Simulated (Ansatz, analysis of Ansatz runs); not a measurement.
# Reproducing a measured local vibrational mode: Al-H pair in Si, part 2 of 2

Subject: Al-H pair in Si. Wanted: its local vibrational mode, in one set-up (PBE, 64-site cell, PBE lattice, 420 eV, k: the single point 1/4 1/4 1/4, anharmonic cut along the mode). The model is a cell of 64 host atoms with Al put on another atom's site and H put in between. The frequencies come from force constants among the defect atom and its neighbours, with the masses of the isotopes named.

Ansatz 0.2.0; PBE, 64-site cell, PBE lattice, 420 eV, k: the single point 1/4 1/4 1/4, anharmonic cut along the mode.

So far. Step 2 (Relaxation, charge 0): Neighbours of the added atoms: H65: Si4 1.55, Al8 1.72, Si49 2.69 Å.

## 3. Local vibrational modes

A local mode lives on the defect and the atoms next to it, so only the sites listed in the input are displaced, which costs far fewer SCF runs than the whole cell would.

This step: plane-wave PAW DFT, PBE; finite-displacement force constants among the atoms nearest to a defect, the others at rest.

File modes/input.yaml:

```yaml
crystal:
  lattice:
    - [10.93956648, 0.0, 0.0]
    - [0.0, 10.93956648, 0.0]
    - [0.0, 0.0, 10.93956648]
  atoms:
    - { symbol: Si, position: [0.002379177, 0.00241585, 0.251130988] }
    - { symbol: Si, position: [-0.003650124, 0.248704782, -0.002642955] }
[... 1 atom line left out ...]
    - { symbol: Si, position: [0.235935533, 0.235973524, 0.233747676] }
    - { symbol: Si, position: [0.125779654, 0.125810887, 0.381125018] }
    - { symbol: Si, position: [0.118777844, 0.375214987, 0.119917577] }
    - { symbol: Si, position: [0.375095091, 0.118745296, 0.119830472] }
    - { symbol: Al, position: [0.391656628, 0.391762016, 0.398330121] }
[... 14 atom lines left out ...]
    - { symbol: Si, position: [0.375927869, 0.625560033, 0.126271563] }
[... 3 atom lines left out ...]
    - { symbol: Si, position: [0.240321668, 0.505295936, 0.506365798] }
[... 9 atom lines left out ...]
    - { symbol: Si, position: [0.626760535, 0.122371379, 0.375454137] }
    - { symbol: Si, position: [0.625482909, 0.375962226, 0.126269357] }
[... 3 atom lines left out ...]
    - { symbol: Si, position: [0.505250439, 0.240477522, 0.50642797] }
[... 6 atom lines left out ...]
    - { symbol: Si, position: [0.507168799, 0.507225165, 0.248963865] }
[... 15 atom lines left out ...]
    - { symbol: H, position: [0.334100296, 0.333573657, 0.264301485] }
basis:
  ecutwfc: 420
  xc_grid: 2
hamiltonian:
  xc: pbe
kpoints:
  mp_grid: { grid: [1, 1, 1], shift: [0.25, 0.25, 0.25] }
scf:
  occupations: { method: fermi_dirac, width: 0.01 }
  max_iter: 120
output: {}
checkpoint:
  read: "../relax.run"
phonons:
  supercell: [1, 1, 1]
  displaced_sites: [3, 6, 7, 48, 64]
```

Run with:

```console
ansatz run input.yaml --threads 2 --pin off --max-ram 4710MiB --backend cpu --events-out ev --progress --plain --runs-dir out
```

Numbers of over 12 decimals in the logs are rounded to 6 here.

Log:

```text
[...]
Crystal: 65 atoms, lattice volume = 1309.183 Å³
Basis set: ecut = 420 eV, 25677 PW (Γ), exchange–correlation on 150×150×150 points (8 copies of the dense FFT grid, shifted against one another)
Bands: 193, of which v1, the nominal top of the filled ones, is band 128 counted from 1 (127 counted from 0)
Symmetry: 1 space group operations
k-points: 1
[...]
iter 1 solved again at ethr=6.26e-12 eV; its pass at ethr=3.10e-3 eV (dr2=1.60e-8 eV) is discarded
[...]
SCF iter   4: F=-40608.041201 eV  HF=-40608.041201 eV  |F-HF|=2.18e-11  |Δ(HF+E_count)|=  4.66e-10  Δρ=2.34e-8  dr2=1.50e-11  ethr=1.00e-12  ⟨swp⟩=4.0  Hψ=668  notcnv=0
SCF 1 converged in 4 iterations: F = -40608.041201 eV  dr2 = 1.50e-11
[...]
SCF 2 converged in 8 iterations: F = -40608.041164 eV  dr2 = 2.40e-13
[...]
symmetry images taken by strict's conditions (phonons.symmetry_images: auto; settled by no image being taken that strict refuses)
  force constants formed among 5 of 65 sites (Si 3, Si 6, Al 7, Si 48, H 64); the other 60 at rest. The modes move the named sites alone.
  the frequencies, the zero-point energy and the sums are of the block with the acoustic sum rule laid on its rows. Row sums over every site: 8.1e-5 eV/Å² at the most
  transpose residual: 5.3e-5 eV/Å²
  largest component of a force at the reference: 6.6e-3 eV/Å on a named site, 6.7e-3 eV/Å on a site at rest
  frequencies among the named sites at Γ of the cell (cm⁻¹): 144.67 179.75 237.53 249.59 301.02 341.55 348.53 351.70 371.60 379.64 395.64 441.09 459.72 900.66 1997.16
  unstable modes among the named sites: 0
  frequencies as built, with no sum rule (cm⁻¹): 144.67 179.75 237.53 249.59 301.03 341.55 348.54 351.70 371.60 379.64 395.64 441.09 459.72 900.66 1997.16
  zero-point energy: 0.440136 eV/cell   skipped modes (ω ≤ 0): 0
  not written: the harmonic force-constant file, the file of eigenvectors (these modes' are written with the force constants), the density of states and the dispersion, which are of every site
[key lines of the parts left out:]
SCF converged after 4 iterations
Free energy (F): -40608.041201 eV
Fermi energy:    6.337857 eV
```

Run time: 8.5 min. Hardware: 2 threads of Arm Neoverse V2, shared host; peak memory 1.6 GiB; 17 min of CPU time.

Read from the output:

- free energy: -40608.0412 eV

The modes with the largest weight on the probed atoms (the light atom of a pair), for the masses of each isotope. Modes of the displaced atoms (local only where they lie over the host's phonons):

| isotopes | mode (cm⁻¹) | share of the defect atoms |
| --- | --- | --- |
| H | 1997 | 0.981 |
| H | 900.7 | 0.893 |
| H | 301 | 0.587 |
| D | 1427 | 0.961 |
| D | 672.2 | 0.787 |
| D | 224.6 | 0.747 |

## 4. Point 1 along the mode

A light atom samples the curved part of its well, so the energy is mapped along the mode and the one-dimensional Schrödinger equation solved on it.

This step: plane-wave PAW DFT, PBE; single point of a defect supercell.

File cut0/input.yaml:

```yaml
crystal:
  lattice:
    - [10.93956648, 0.0, 0.0]
    - [0.0, 10.93956648, 0.0]
    - [0.0, 0.0, 10.93956648]
  atoms:
    - { symbol: Si, position: [0.002379177, 0.00241585, 0.251130988] }
    - { symbol: Si, position: [-0.003650124, 0.248704782, -0.002642955] }
[... 1 atom line left out ...]
    - { symbol: Si, position: [0.236520917, 0.236554911, 0.233975238] }
    - { symbol: Si, position: [0.125779654, 0.125810887, 0.381125018] }
    - { symbol: Si, position: [0.118777844, 0.375214987, 0.119917577] }
    - { symbol: Si, position: [0.375117315, 0.118777483, 0.119856277] }
    - { symbol: Al, position: [0.391750076, 0.391857054, 0.398694412] }
[... 14 atom lines left out ...]
    - { symbol: Si, position: [0.375927869, 0.625560033, 0.126271563] }
[... 3 atom lines left out ...]
    - { symbol: Si, position: [0.240321668, 0.505295936, 0.506365798] }
[... 9 atom lines left out ...]
    - { symbol: Si, position: [0.626760535, 0.122371379, 0.375454137] }
    - { symbol: Si, position: [0.625482909, 0.375962226, 0.126269357] }
[... 3 atom lines left out ...]
    - { symbol: Si, position: [0.505250439, 0.240477522, 0.50642797] }
[... 6 atom lines left out ...]
    - { symbol: Si, position: [0.507198982, 0.507255264, 0.24895404] }
[... 15 atom lines left out ...]
    - { symbol: H, position: [0.312734866, 0.312255133, 0.246299134] }
basis:
  ecutwfc: 420
  xc_grid: 2
hamiltonian:
  xc: pbe
kpoints:
  mp_grid: { grid: [1, 1, 1], shift: [0.25, 0.25, 0.25] }
scf:
  occupations: { method: fermi_dirac, width: 0.01 }
  max_iter: 120
output:
  forces: true
checkpoint:
  read: "../relax.run"
```

Log:

```text
[...]
Warning: checkpoint.read: the run can stay near the saved state's solution: 5 site(s) moved relative to the saved geometry (max |Δs| = 2.137e-2 fractional); [...]
[...]
Crystal: 65 atoms, lattice volume = 1309.183 Å³
Basis set: ecut = 420 eV, 25677 PW (Γ), exchange–correlation on 150×150×150 points (8 copies of the dense FFT grid, shifted against one another)
Bands: 193, of which v1, the nominal top of the filled ones, is band 128 counted from 1 (127 counted from 0)
Symmetry: 1 space group operations
[...]
k-points: 1
[...]
SCF iter   5: F=—  HF=-40606.324987 eV  |F-HF|=—  |Δ(HF+E_count)|=   2.65e-5  Δρ=2.36e-5  dr2=1.37e-5  ethr=7.91e-8  ⟨swp⟩=2.0  Hψ=262  notcnv=0
automatic band count: iteration 5 solves 148 bands in place of 193: the levels show a gap, and the empty bands left out lie too high to hold charge; the band table lists the bands solved (type scf.n_extra_bands for more)
[...]
SCF converged after 7 iterations
Free energy (F): -40606.324336 eV
[...]
Internal energy: -40606.324336 eV  (E = F + TS)
E sigma→0 (E₀):  -40606.324336 eV
Fermi energy:    6.338015 eV
[...]
--- Forces (eV/Å), atoms counted from 1 ---
  atom   1  Si    -0.00068688    -0.00043729     0.02274676
  atom   2  Si    -0.01213274     0.06326451    -0.01169665
  [... 1 atom left out ...]
  atom   4  Si    -7.58871893    -7.53614316    -1.47999008
  atom   5  Si     0.03599234     0.03560998    -0.01528318
  atom   6  Si    -0.16264782    -0.09472241    -0.11489726
  atom   7  Si    -0.09625226    -0.16759010    -0.11795992
  atom   8  Al    -0.11787612    -0.12130258    -0.60819925
  [... 18 atoms left out ...]
  atom  27  Si    -0.08245296    -0.04224740    -0.02472950
  [... 10 atoms left out ...]
  atom  38  Si    -0.00073964     0.01363032    -0.00870123
  [... 3 atoms left out ...]
  atom  42  Si    -0.04332288    -0.08332501    -0.02716650
  [... 6 atoms left out ...]
  atom  49  Si    -0.12089228    -0.12096540     0.00281230
  [... 15 atoms left out ...]
  atom  65  H      8.11122444     8.06407880     2.41608998
  max |Σ_I F_I| component: 1.04e-4 eV/Å
```

Elapsed: 18 s, on 2 threads; peak memory 1.6 GiB.

Numbers from this step:

| Quantity | Value |
| --- | --- |
| free energy | -40606.3243 eV |

The series, run alike:

| run | outcome | energy less the first (eV) | moment (μB) | time |
| --- | --- | --- | --- | --- |
| point 1 along the mode | converged | 0.0000 | 0.00 | 18 s |
| point 2 along the mode | converged | -0.9116 | 0.00 | 20 s |
| point 3 along the mode | converged | -1.3805 | 0.00 | 19 s |
| point 4 along the mode | converged | -1.6406 | 0.00 | 17 s |
| point 5 along the mode | converged | -1.6521 | 0.00 | 16 s |
| point 6 along the mode | converged | -1.4672 | 0.00 | 18 s |
| point 7 along the mode | converged | -1.1890 | 0.00 | 18 s |
| point 8 along the mode | converged | -0.7330 | 0.00 | 16 s |
| point 9 along the mode | converged | -0.1002 | 0.00 | 17 s |

## 5. Anharmonic fundamental

Analysis of the runs above: one-dimensional Schroedinger equation on a polynomial through PBE energies along the local mode.

It gives:

```yaml
stretch: 2031 cm⁻¹
stretch_harmonic: 1997 cm⁻¹
```

Table of energy by normal coordinate:

| normal coordinate (amu½ Å) | energy (eV) |
| --- | --- |
| -0.390 | 1.72 |
| -0.286 | 0.805 |
| -0.195 | 0.336 |
| -0.097 | 0.0763 |
| 0.000 | 0 |
| 0.097 | 0.0648 |
| 0.195 | 0.250 |
| 0.286 | 0.528 |
| 0.390 | 0.984 |
| 0.494 | 1.62 |

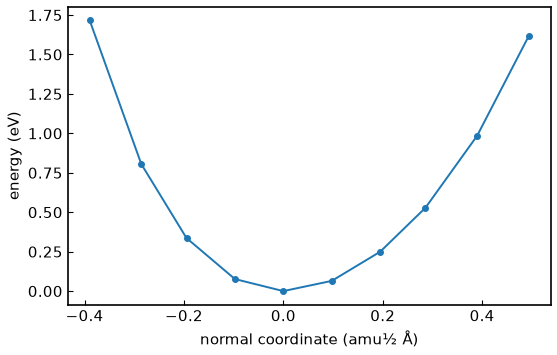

Energy, plotted against normal coordinate.

## 6. Outcome

- distance from the defect atom to its nearest neighbour: 1.551 Å
- Si-H stretch, 1H: 2031 cm⁻¹
- time of the whole chain: 14 min on 2 threads

Si-H stretch, 1H: computed 2031 cm⁻¹, measured 2201 cm⁻¹; 170 cm⁻¹ (8 %) below the measurement. The anharmonic cut moves the Si-H stretch, 1H from 1997 to 2031 cm⁻¹; a straight cut leaves out the coupling to the other modes. Only the named neighbours move, so modes near the host's band are approximate.

[Logs are printed without paths, hosts, clocks, repeated set-up lines and the standing remarks that a program may print on its own settings, such as how far it seeks lower states.]

[Hosts, paths, dates, database ids (printed as entryN), source tags and the programs' standing remarks are cut or masked in the printed files.]

[For some hosts the program warned that the k-mesh of the response run may be too coarse for force constants and the static dielectric constant; such warnings are not shown here.]
